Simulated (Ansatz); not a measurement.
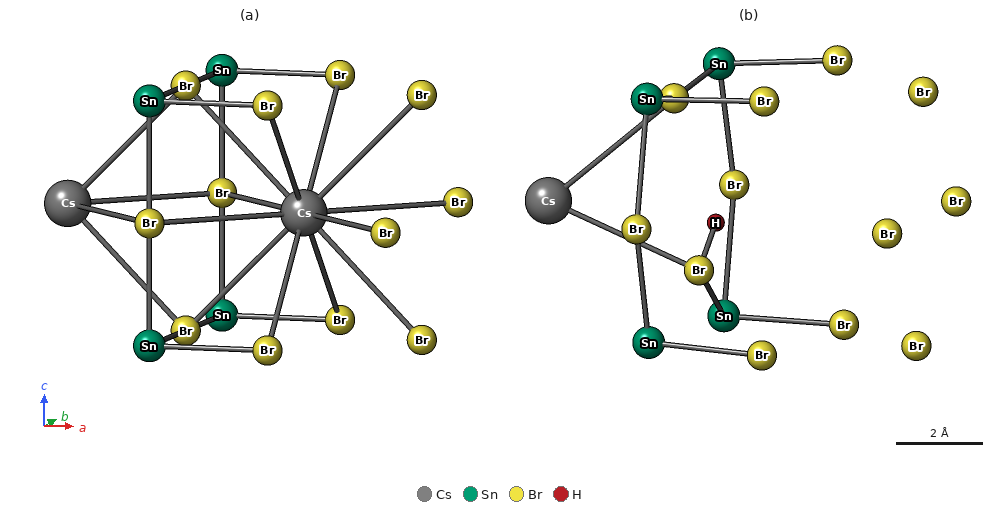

Left: perfect CsSnBr3. Right: the same region with a pair of point defects, after relaxing the atoms in a supercell of 40 sites. Style: ball-and-stick. Shown: the atoms within 5.2 Å of one point, slightly off an axis.

These are results of DFT, PBEsol, PAW, plane waves (Ansatz 0.2.0), not measurements. Set-up: plane-wave cutoff 420 eV; k-point mesh 1 × 1 × 1; mesh shifted by (0.25, 0.25, 0.25); no spin polarisation. Fermi-Dirac smearing of 0.01 eV. The axes drawn are those of the host's conventional cell.

Which defect is it?

Answer. A caesium atom is taken out (a vacancy) and an extra hydrogen atom is put between the host's atoms (an interstitial), the two sites 2.9 Å apart.

The charge state of the cell is 0.

How does the lattice respond?

Answer. Around the empty Cs site the host had ; after relaxation the nearest atoms are 1 Br at 3.04 Å, 1 H at 3.08 Å. The H atom starts with 4 Br at 2.87 to 2.88 Å, 2 Cs at 2.87 to 2.88 Å around its place and ends with 1 Br at 1.57 Å. Of the host's atoms, a bromine atom moves furthest from its site, by 1.45 Å. The H atom itself moves 1.68 Å from where it was put.
